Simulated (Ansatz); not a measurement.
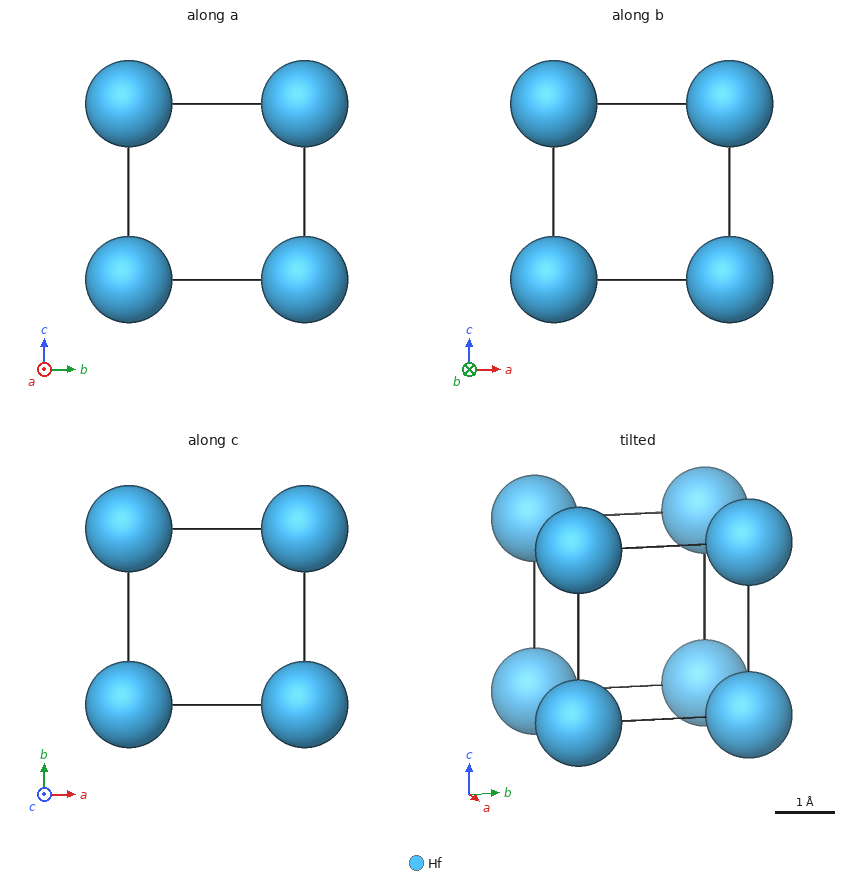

A spheres-only rendering, viewed along the a axis, along the b axis, along the c axis and slightly off an axis. The wireframe shows the conventional unit cell.

Lattice parameters: a = 2.988 Å, b = 2.988 Å, c = 2.988 Å, α = 90.00°, β = 90.00°, γ = 90.00°.

**Reconstruct the structure as a table of Wyckoff sites.**

Space group Pm-3m (No. 221).
```csv
atom,site,x,y,z
Hf,1a,0.0000,0.0000,0.0000
```

Its origin is a structure type filled with this element by a generator (whether the element takes this form wasn't checked). Earlier steps of the study may have refined or changed the cell and positions. It was run through Ansatz as a DFT input.
